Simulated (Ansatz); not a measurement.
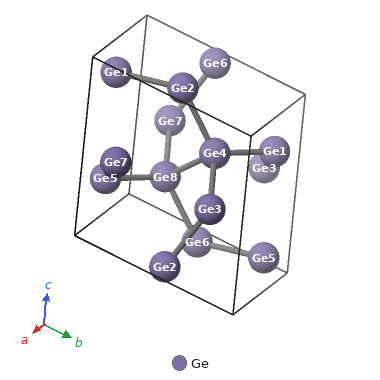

The system is Ge (Ia-3, No. 206; 8 atoms in the cell); the picture shows the reference structure. The energy is mapped over two homogeneous strains (x, y and z along the cube axes). First axis: engineering shear strain xz. Second axis: engineering shear strain yz. Nothing is relaxed (fractional coordinates fixed). The grid has 7 × 7 points; 13 points were computed and 36 follow by symmetry. Points are written as (first, second). All energies are given in meV/atom relative to the lowest grid point. These are results of DFT PBE, scalar-relativistic, plane waves, PAW in Ansatz 0.2.0, not measurements. Settings: cutoff 420 eV, k-mesh 8×8×8, gaussian smearing 0.15 eV, no spin polarisation.

Its coordinates:

```
CELL_PARAMETERS angstrom
-3.52961 3.52961 3.52961
3.52961 -3.52961 3.52961
3.52961 3.52961 -3.52961
ATOMIC_POSITIONS crystal
Ge 0.50000 0.00000 0.79732
Ge 0.79732 0.50000 0.00000
Ge 0.00000 0.79732 0.50000
Ge 0.70268 0.70268 0.70268
Ge 0.50000 0.00000 0.20268
Ge 0.20268 0.50000 0.00000
Ge 0.00000 0.20268 0.50000
Ge 0.29732 0.29732 0.29732
```

Range: engineering shear strain xz from −8.0 to 8.0 %; engineering shear strain yz from −8.0 to 8.0 %.

**What landscape does the calculation give?**

The lowest grid point is at (0.0 %, 0.0 %). No other kind of well shows on this grid. The highest grid point, (−8.0 %, −8.0 %), lies 52.8 meV/atom above the lowest. Round the minimum the contours are nearly round: the two directions are equally stiff and uncoupled.

```
second ↓, first →  −8.0  −5.3  −2.7   0.0   2.7   5.3   8.0
              8.0  52.8  38.2  29.6  26.7  29.6  38.2  52.8
              5.3  38.2  23.5  14.8  11.8  14.8  23.5  38.2
              2.7  29.6  14.8   5.9   3.0   5.9  14.8  29.6
              0.0  26.7  11.8   3.0   0.0   3.0  11.8  26.7
             −2.7  29.6  14.8   5.9   3.0   5.9  14.8  29.6
             −5.3  38.2  23.5  14.8  11.8  14.8  23.5  38.2
             −8.0  52.8  38.2  29.6  26.7  29.6  38.2  52.8
```

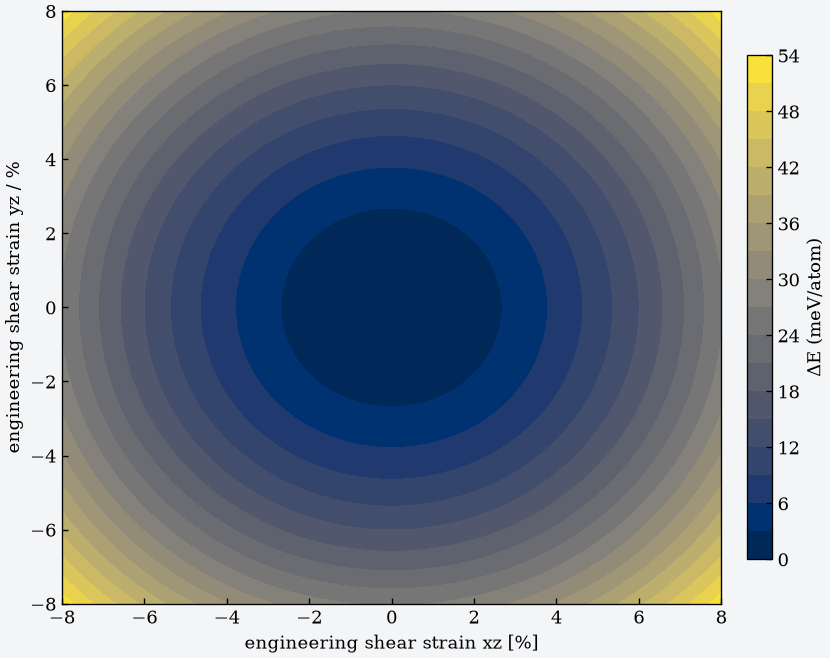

In the figure: filled contours. Between grid points the surface is interpolated.

The whole map (13 points run) took 19 min on 4 threads of Arm Neoverse N1 (shared host).

PAW datasets: the set soft_1.
